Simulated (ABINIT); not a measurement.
# Geometry relaxation of SnSe (part 3 of 3)

The same run, continued: SnSe (Fm-3m, 2 atoms in the cell); Kohn-Sham DFT of a periodic cell, LDA, PseudoDojo NC SR LDA v0.4.1 standard, no spin polarisation (ABINIT 10.8.3); cutoff 1170.09 eV, 6×6×6 k-mesh, fermi-dirac of 0.05 eV. The structure derives from an entry of the Crystallography Open Database.

Geometry of the input (Å; fractional positions):
```
0.0000  3.0100  3.0100
3.0100  0.0000  3.0100
3.0100  3.0100  0.0000
Sn 0.0000  0.0000  0.0000
Se 0.5000  0.5000  0.5000
```

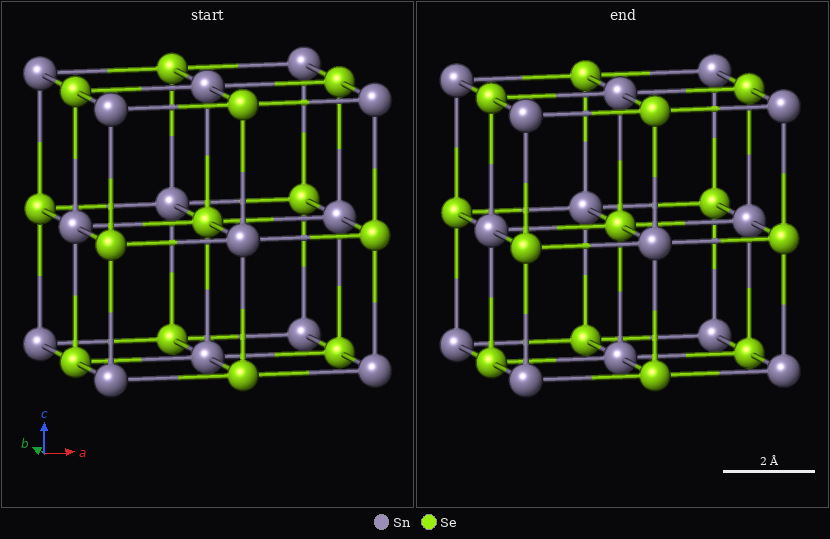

Before (left) and after (right) the relaxation, at one scale (ball-and-stick view of the cell 4 times as large as that of the calculation, set on its symmetry axes, seen slightly off an axis). The atoms keep their places relative to the cell (all moves are under 0.005 Å). The volume changes by −6.8 %, with a = b = c 6.020 → 5.881 Å (−2.3 %). Among the contacts that change: Sn1–Se2 3.010 → 2.941 Å. The space group stays Fm-3m (No. 225). Over 4 geometry steps the energy falls by 22.5 meV per atom. All forces vanish by symmetry, so only the cell relaxes. (Atoms are counted from 1 in the order of the input.)

### Summary

| quantity | value |
| --- | --- |
| outcome | converged |
| space group (tolerance 0.01 Å) | Fm-3m (225) |
| electrons treated | 30 |
| free energy | −5436.6545 eV |
| Fermi energy | 5.698 eV |
| gap on the k-point mesh | 0.91 eV |
| pressure | 0.00 GPa |
| final volume | 50.85 Å³ |
| largest force (length of the vector) at the end | under 0.001 eV/Å |
| final cell | a = 4.159 Å, b = 4.159 Å, c = 4.159 Å, α = 60.00°, β = 60.00°, γ = 60.00° |
| wall time | 2.1 min (CPU time 8.4 min) |
| peak memory | 0.36 GiB |
